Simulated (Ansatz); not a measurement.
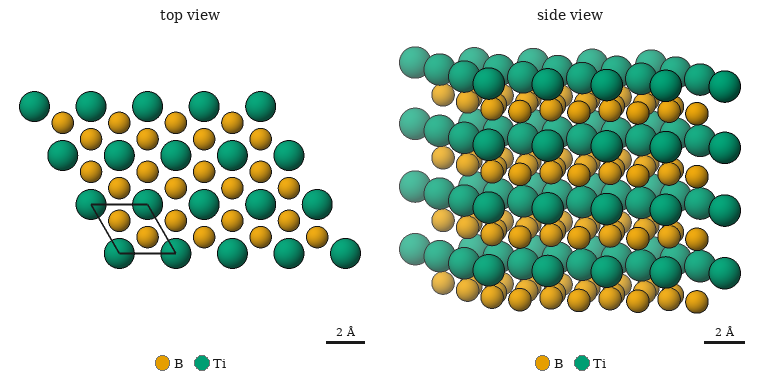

TiB2(001) (P6/mmm bulk, 8 atomic planes (those closer than 0.6 Å count as one), 11 Å, Ti-terminated), seen from above and from the side.

Theory: Ansatz 0.2.0, DFT PBE, scalar-relativistic, plane waves, PAW. Cutoff 420 eV, 21 × 21 k-points, Gaussian smearing 0.1 eV, dipole correction. The slab is a cut without reconstruction beyond its cell, at the source's lattice constants, with its lower half held fixed and the rest relaxed. No spin polarisation. The run warns that the functional's potential is rough in the thin density of the vacuum, where the tip is; weak contrasts and barriers may feel it.

Tersoff–Hamann simulation (s-wave tip); biases are sample biases. Bias windows are sharp sums over the levels of the k mesh.

The calculation's input:

```yaml
crystal:
  lattice:
    - [3.0291982, 0.0, 0.0]
    - [-1.5145991, 2.6233626, 0.0]
    - [0.0, 0.0, 31.2993997502]
  atoms:
    - { symbol: B, position: [0.333333333, 0.6666666659, 0.3194949449] }
    - { symbol: B, position: [0.666666667, 0.333333333, 0.3194949449] }
    - { symbol: Ti, position: [0.0, 0.0, 0.3710678111] }
    - { symbol: B, position: [0.333333333, 0.6666666659, 0.4226406867] }
    - { symbol: B, position: [0.666666667, 0.333333333, 0.4226406867] }
    - { symbol: Ti, position: [0.0, 0.0, 0.4742135622] }
    - { symbol: B, position: [0.333333333, 0.6666666659, 0.5258428588] }
    - { symbol: B, position: [0.666666667, 0.333333333, 0.5258428588] }
    - { symbol: Ti, position: [0.0, 0.0, 0.5774982224] }
    - { symbol: B, position: [0.333333333, 0.6666666659, 0.6293813599] }
    - { symbol: B, position: [0.666666667, 0.333333333, 0.6293813599] }
    - { symbol: Ti, position: [0.0, 0.0, 0.6784407646] }
basis:
  ecutwfc: 420.0
  fft_grid_basis: typed
kpoints:
  mp_grid: { grid: [21, 21, 1] }
hamiltonian:
  xc: pbe
  pseudopotentials: { kind: paw }
scf:
  occupations: { method: gaussian, width: 0.1 }
output:
  forces: true
  eigenvalues: true
  band_densities:
    - { e_range: [-2.0, -1.0] }
    - { e_range: [-1.0, -0.5] }
    - { e_range: [-0.5, -0.25] }
    - { e_range: [-0.25, 0.0] }
    - { e_range: [0.0, 0.25] }
    - { e_range: [0.25, 0.5] }
    - { e_range: [0.5, 1.0] }
    - { e_range: [1.0, 1.5] }
  band_residual_tolerance: 1.0e-05
  write_potential: true
  elf: true
  write_density: true
  volumetric_format: npy
efield:
  axis: 3
  dipole_correction: true
  ramp_width: 0.04
checkpoint:
  read: start.run
  write: ck
  compress: false
  write_wavefunctions: false
  write_every: 100000
```

Command:

```sh
ansatz run input.yaml --threads 1 --pin off --max-ram 2211MiB --backend cpu --events-out ev --progress --plain --runs-dir out
```

This last single point, started from the relaxation's saved density, took 2.5 min on 1 thread of Arm Neoverse N1, on a shared host, peak memory 0.69 GiB.

Predict the constant-current image at a set point of 1.1 × 10⁻⁴ e/Å³ at +1.00 V.

The brightest spots lie over the sites above the B atoms 1.5 Å below the top plane; the darkest points are over the top Ti atoms. The corrugation is 5 pm at a mean tip height of 4.0 Å. So weak a contrast (5 pm) depends on the k-mesh and on the tip.

The computed image, with the atoms seen from above drawn over one corner (deeper ones smaller):

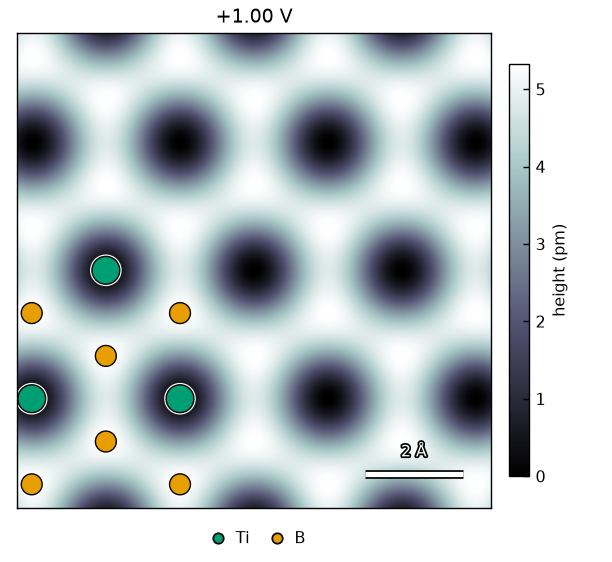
